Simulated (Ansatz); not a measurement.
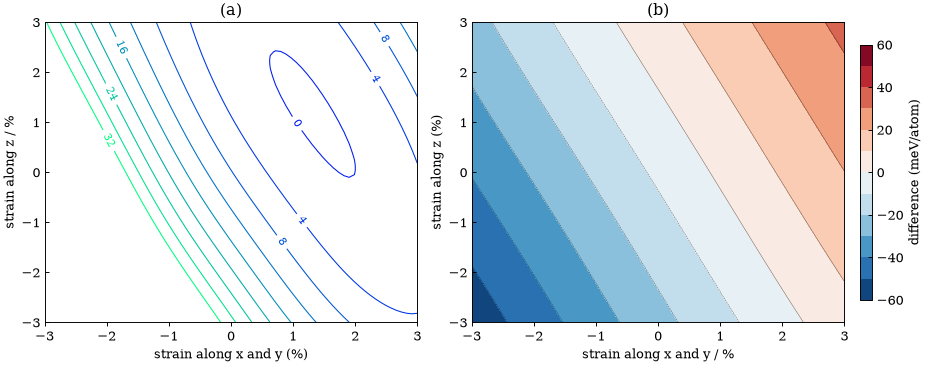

Ti (Fm-3m, No. 225; 1 atom in the cell). The cell is strained homogeneously, by one strain along x and y and another along z, with fractional coordinates fixed (x, y and z along the cube axes). Coordinates scanned: (1) strain along x and y; (2) strain along z. Grid: 5 × 5 points. Points are written as (first, second). All energies are given in meV/atom relative to each map's own lowest point. The reference cell is the one listed in the database, not relaxed at this level. Computed with DFT r2SCAN, scalar-relativistic, plane waves, PAW in Ansatz. Settings: cutoff 500 eV, k-mesh 20×20×20, gaussian smearing 0.15 eV, no spin polarisation.

Panel (a): DFT r2SCAN, scalar-relativistic, plane waves, PAW in Ansatz 0.2.0. Panel (b): the map at DFT PBEsol, scalar-relativistic, plane waves, PAW in Ansatz less the map of (a), each from its own lowest point. The reference cell is the one listed in the database, not relaxed at this level. The k-mesh is coarse, so small energy differences aren't converged.

> How does the change of method alter the landscape?

The difference runs from −57 meV/atom at (−3.0 %, −3.0 %) to 33 meV/atom at (3.0 %, 3.0 %).
